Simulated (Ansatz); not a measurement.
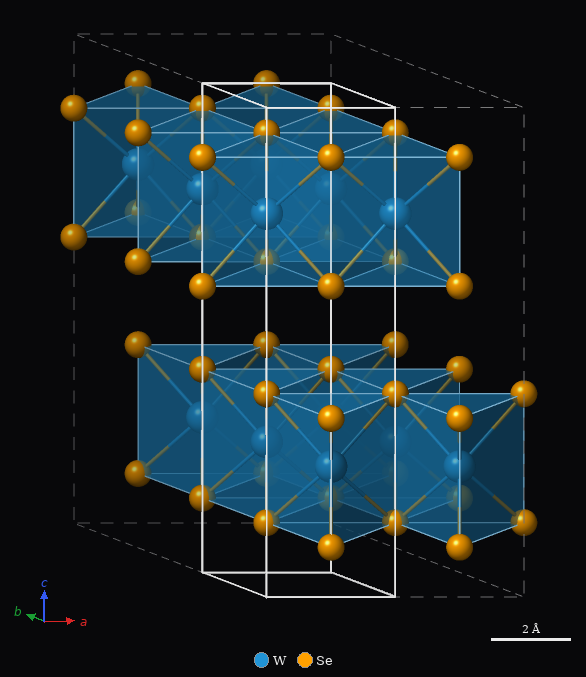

Polyhedral drawing of the structure, looking from a general direction. A block of 2×3×1 cells is shown, with one conventional unit cell in solid outline. Some atoms of the next cells are drawn as well.

- The solid is WSe2.
- The atoms follow space group P6_3/mmc (No. 194); the Bravais lattice is primitive hexagonal.
- It belongs to the family called 2H molybdenite (MoS₂) type.
- Cell content 2 W, 4 Se; Z = 2.
- The polyhedra are WSe6 trigonal prisms; they share edges.
- W bonds to six Se in a trigonal prismatic arrangement at about 2.5 Å. About every Se there are three W in a trigonal pyramidal arrangement at about 2.5 Å. Not all metal-metal contacts are counted.
- The bonds build WSe2 layers parallel to (001).

Source of the structure: a structure listed in the Materials Project. Earlier steps of the study may have refined or changed the cell and positions. Ansatz was used for an electronic-structure calculation on it.
